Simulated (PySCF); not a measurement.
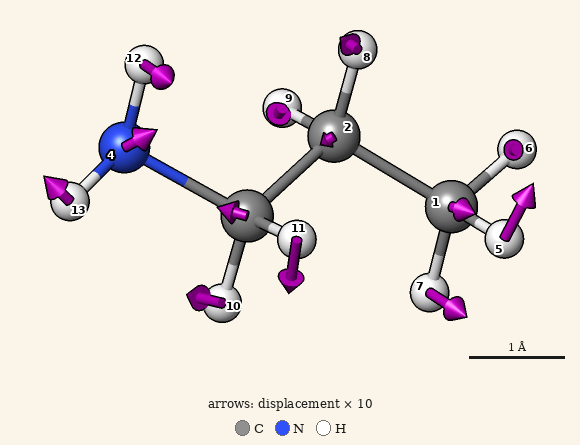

A relaxation of C3H9N. The starting structure is drawn; purple arrows show the displacements, magnified 10 times. The two geometries are superimposed by the best rigid fit.

Style: ball-and-stick. Shown at a tilt.

The start comes from GFN2-xTB. Its atoms were then displaced at random by about 0.01 Å.

All numbers below come from PySCF, PBE0-D3(BJ)/def2-TZVP geometry optimisation, gas phase. 

### What happened in the run?

An H atom moves most after the best rigid fit: 0.078 Å. By element the largest moves are H 0.078 Å, N 0.045 Å, C 0.036 Å. Among the contacts that change: C–N 1.502 → 1.454 Å, H–N 0.977 → 1.012 Å, C–C 1.491 → 1.518 Å, C–H 1.075 → 1.094 Å. Among the angles between lasting bonds that change: H–N–H 110.0° → 106.9°, C–N–H 108.6° → 110.9°, H–C–H 108.6° → 106.4°. After 7 geometry steps the energy has fallen by 0.108 eV. The run took 110 s on 2 threads of AMD EPYC, with other jobs on the host.
